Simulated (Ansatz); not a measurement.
Single-point calculation, with input and output: Sr8Ti8O23 (charge +2) (part 2 of 2)

Continued. System: Sr8Ti8O23 (defect cell, 39 atoms in the cell, total charge +2). Method: DFT, HSE06, PAW, plane waves (Ansatz 0.2.0); cutoff 420 eV, 1×1×1 k-mesh, Fermi–Dirac smearing of 0.01 eV. 

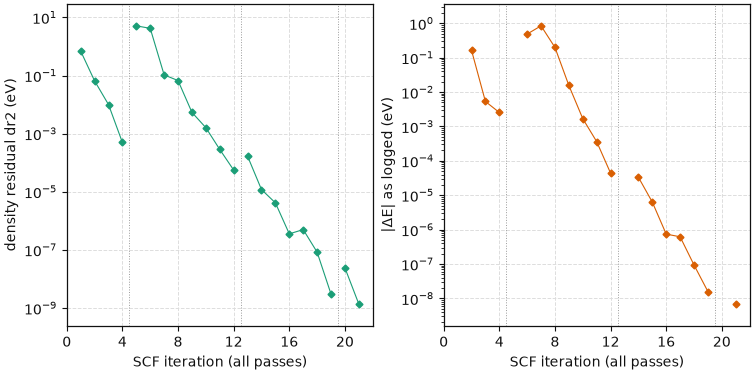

Fig. 1: Convergence of the self-consistent field: density residual dr2 and size of the energy change against the SCF iteration. The run starts with a semilocal functional; after that each stretch between dotted lines is one SCF of the hybrid functional between two exact rebuilds of the exchange operator by the outer loop. Early passes are stopped at a loose threshold. The passes take 4, 8, 7 and 2 iterations.

```
hybrid outer 3: dexx = +3.523e-9 eV, tail = 3.25e-9 eV, Δε = 7.42e-5 eV (about 1.84e-5 eV left of the loop's levels), ΔF = 1.72e-4 eV/Å (tail 1.89e-4)
NSCF: frozen V_eff on 1 k-points
hybrid SCF converged: 3 outer / 17 inner (+4 warm-up), last move |dexx| = 3.52e-9 eV, tail = 3.25e-9 eV
Stability not checked: this state was not tested for a lower state beside it, because the functional holds exact exchange (a hybrid, or Hartree-Fock), whose exchange loop this test does not read (fock_operator; see scf.lower_state_search)
Free energy (F): -61504.042682 eV
Harris-Foulkes:  -61504.042682 eV  (|F-HF|=7.13e-10)
Internal energy: -61504.042682 eV  (E = F + TS)
E sigma→0 (E₀):  -61504.042682 eV
Fermi energy:    10.788692 eV
--- Per-component energies (eV) ---
  E_band       = -2346.816319
  E_kinetic    = 8199.920726
  E_local      = -19087.821921  (includes V_loc(G=0)·N_el)
  E_nonlocal   = 2676.652404
  E_hartree    = 6710.357228
  E_xc         = -3112.666943
  E_vxc        = -3556.108759  (∫ρ·V_xc dr)
  E_exx        = -951.077659  (= α·E_x^exact, valence–valence)
  E_paw        = -33375.796343  (= ΣΔE_a)
  E_vpaw       = -2098.074989  (= ΣTr[D̂ρ^β])
  E_aug_tail   = 0.057354  (compensation charges beyond the density's cutoff)
  E_ewald      = -22558.702725
  E_core_change = -4.964803  (= ΣΔE_core)
  E_smearing   = -0.000000  (= −TS)
  E_closure    = 0.000001  (closes the sum)
  E_deformation_potential = 41.227651  (in the stress; not in F)
  Σ components = -61504.042682   (vs F -61504.042682, Δ=0.00e0)
--- Forces (eV/Å), atoms counted from 1 ---
  atom   1  Sr     0.01839668     0.01325517     0.02143094
  atom   2  Sr     0.00688809     0.00664444     0.01745361
  atom   3  Sr     0.01254712    -0.00957376     0.00613048
  atom   4  Sr     0.00396580    -0.01178374    -0.00022814
  atom   5  Sr    -0.01484561     0.01235588     0.01159321
  atom   6  Sr    -0.00998544     0.00325044     0.00368708
  atom   7  Sr    -0.01708880    -0.01778889    -0.00882405
  atom   8  Sr    -0.00785502    -0.00939612    -0.01496954
  atom   9  Ti    -0.02401141    -0.02245351    -0.18795956
  atom  10  Ti     0.00910089     0.00086584     0.19059163
  atom  11  Ti    -0.02064899     0.02074383     0.04828682
  atom  12  Ti    -0.01028579    -0.01521215    -0.07832975
  atom  13  Ti     0.00378637    -0.01452419     0.03491982
  atom  14  Ti    -0.02275370    -0.00446764    -0.08499996
  atom  15  Ti    -0.03269779    -0.03246405    -0.00289906
  atom  16  Ti    -0.00066839     0.00967857    -0.02255335
  atom  17  O      0.00224262    -0.00745553     0.01417017
  atom  18  O     -0.01230906    -0.00628885     0.05093935
  atom  19  O     -0.00639559    -0.00390104     0.07580316
  atom  20  O     -0.00574340    -0.00893365     0.04542968
  atom  21  O      0.00061807    -0.00915218     0.06320208
  atom  22  O     -0.00758116    -0.00916102     0.01984048
  atom  23  O     -0.00965660    -0.00739414     0.02241524
  atom  24  O      0.17814875    -0.02787117    -0.06691184
  atom  25  O      0.12294209    -0.00118735     0.03208877
  atom  26  O      0.05095516    -0.01688605    -0.01409002
  atom  27  O      0.03386326    -0.00644125    -0.03346784
  atom  28  O     -0.09581323    -0.01787127    -0.05020046
  atom  29  O     -0.13736034     0.00662047     0.03474412
  atom  30  O      0.02947043    -0.01689074    -0.00259696
  atom  31  O      0.00674018     0.00029523    -0.01547393
  atom  32  O     -0.02412676     0.18161373    -0.07363235
  atom  33  O      0.00289737     0.12734493     0.02623159
  atom  34  O     -0.01522111    -0.09989846    -0.06502534
  atom  35  O      0.01204778    -0.12861859     0.03419782
  atom  36  O     -0.01336957     0.05203215    -0.00620969
  atom  37  O      0.00457100     0.03334749    -0.02543673
  atom  38  O     -0.00830937     0.02729779     0.00766775
  atom  39  O     -0.00246538     0.01026174    -0.00703243
  max |Σ_I F_I| component: 1.72e-5 eV/Å
--- Charged-cell corrections in eV (Makov–Payne, q = +2.000 e, ε = 300.000) ---
  F (periodic)     = -61504.042682  (uncorrected; the corrections below are reported, never added to it)
  E_corr1          = +0.034997  (monopole, q²α_M/2εL)
  F Makov-Payne    = -61504.007685  (F + E_corr1; no measured alignment; for a localised charge, not one spread in a band: unchecked)
--- Band table (eV) ---
  k-point 0: bands = ["-51.8168", "-51.8023", "-51.7344", "-51.7322", "-51.7276", "-51.7253", "-51.6198", "-51.6046", "-26.7425", "-26.6471", "-26.4533", "-26.4519", "-26.4396", "-26.4389", "-26.4115", "-26.4066", "-26.3850", "-26.3774", "-26.3764", "-26.3699", "-26.3577", "-26.3541", "-26.3531", "-26.3480", "-26.3449", "-26.3384", "-26.3168", "-26.2748", "-26.2706", "-26.2601", "-26.2563", "-26.2557", "-25.4706", "-25.4503", "-25.4479", "-25.4292", "-25.1662", "-25.1474", "-25.1389", "-25.1258",
      "-10.5559", "-10.1241", "-10.0256", "-9.9955", "-9.8399", "-9.6018", "-9.5606", "-9.4243", "-9.1658", "-9.1045", "-9.0922", "-9.0367", "-9.0243", "-8.9981", "-8.9789", "-8.9636", "-8.9276", "-8.9025", "-8.8890", "-8.8870", "-8.8606", "-8.7928", "-8.7574", "-6.3826", "-6.3544", "-6.2715", "-6.2312", "-6.2238", "-6.1726", "-6.1464", "-6.1341", "-6.1199", "-6.0898", "-6.0185", "-5.9822", "-5.9499", "-5.9383", "-5.9027", "-5.8809", "-5.8546",
      "-5.8381", "-5.7656", "-5.7408", "-5.7254", "-5.6571", "-5.6227", "-5.6063", "3.9244", "4.1927", "4.2119", "4.2537", "4.3047", "4.3777", "4.4009", "4.4694", "4.4761", "4.5938", "4.6244", "4.6585", "4.6909", "4.7070", "4.7673", "4.7917", "4.9745", "5.0993", "5.2101", "5.4086", "5.4322", "5.4593", "5.5177", "5.5346", "5.6588", "5.6932", "5.7410", "5.7516", "5.7916", "5.8074", "5.8117", "5.8822", "5.9362",
      "5.9747", "6.0199", "6.0977", "6.1893", "6.2053", "6.3463", "6.5223", "6.5605", "6.6834", "6.9844", "6.9907", "7.1501", "7.1926", "7.3972", "7.4027", "7.5024", "7.5737", "7.6036", "7.6077", "7.6445", "7.6669", "7.6687", "7.7153", "7.7259", "7.7516", "7.8177", "7.8472", "7.9648", "8.0385", "8.1242", "8.1304", "8.2971", "8.5638", "8.5721", "8.6744", "8.7170", "12.8603", "12.9908", "13.0102", "13.0883",
      "13.1188", "13.1535", "13.1891", "13.7585", "13.8773", "14.1672", "14.2264", "14.2534", "14.2693", "14.3051", "14.3416", "14.3441", "14.3542", "14.3692", "14.4184", "14.7251", "14.7769", "14.7928", "14.9080", "14.9335", "14.9461", "15.4359", "15.6696", "15.6939", "15.7113", "15.7445", "16.0643", "16.4270", "16.5042", "16.7885", "16.8492", "17.0504", "17.4859", "17.4937", "17.5587"]
--- Löwdin populations: 39 sites ---
  site symbol       q [e]
     0     Sr      8.2499
     1     Sr      8.2560
     2     Sr      8.2510
     3     Sr      8.2570
     4     Sr      8.2510
     5     Sr      8.2569
     6     Sr      8.2499
     7     Sr      8.2560
     8     Ti     10.6170
     9     Ti     10.6167
    10     Ti     10.5706
    11     Ti     10.5716
    12     Ti     10.5698
    13     Ti     10.5707
    14     Ti     10.5997
    15     Ti     10.5994
    16      O      6.7548
    17      O      6.9408
    18      O      6.8669
    19      O      6.9427
    20      O      6.8685
    21      O      6.9344
    22      O      6.9379
    23      O      6.9123
    24      O      6.9077
    25      O      6.9238
    26      O      6.9217
    27      O      6.9070
    28      O      6.9169
    29      O      6.9203
    30      O      6.9263
    31      O      6.9119
    32      O      6.9081
    33      O      6.9063
    34      O      6.9161
    35      O      6.9232
    36      O      6.9210
    37      O      6.9207
    38      O      6.9261
  spilling = 0.007504 (of n_electrons = 312.000000)
```

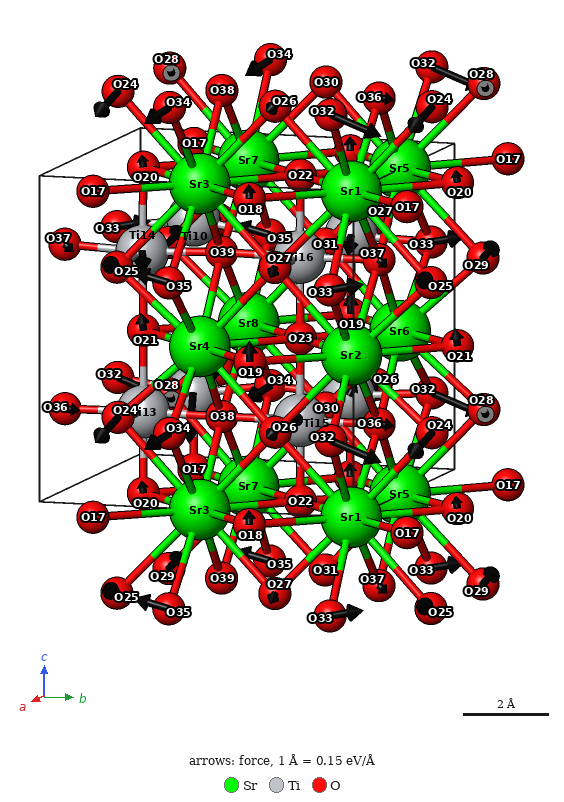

Fig. 2: Forces on the atoms as black arrows (ball-and-stick view of the cell of the calculation, seen slightly off an axis; bonded neighbours outside the cell are drawn too; atoms are numbered from 1 in the order of the input); the smallest are left out. The largest act on O32 (0.20 eV/Å); O24 (0.19 eV/Å); Ti9, Ti10 (0.19 eV/Å); O29 (0.14 eV/Å), among others. 

**Key numbers**

- outcome: converged
- electrons treated: 312
- free energy: −61504.0427 eV
- Fermi energy: 10.789 eV
- largest force (length of the vector): 0.197 eV/Å
- hardware: 1 × NVIDIA GB300 Max-Q, 32 threads of Arm Neoverse-V2, 180 GiB of memory available, shared host
- wall time: 8.6 s (CPU time 25 s)
- peak memory: 2.6 GiB

**Remarks**

The k-point mesh is coarse for a cell of this size, so the results may not be converged.
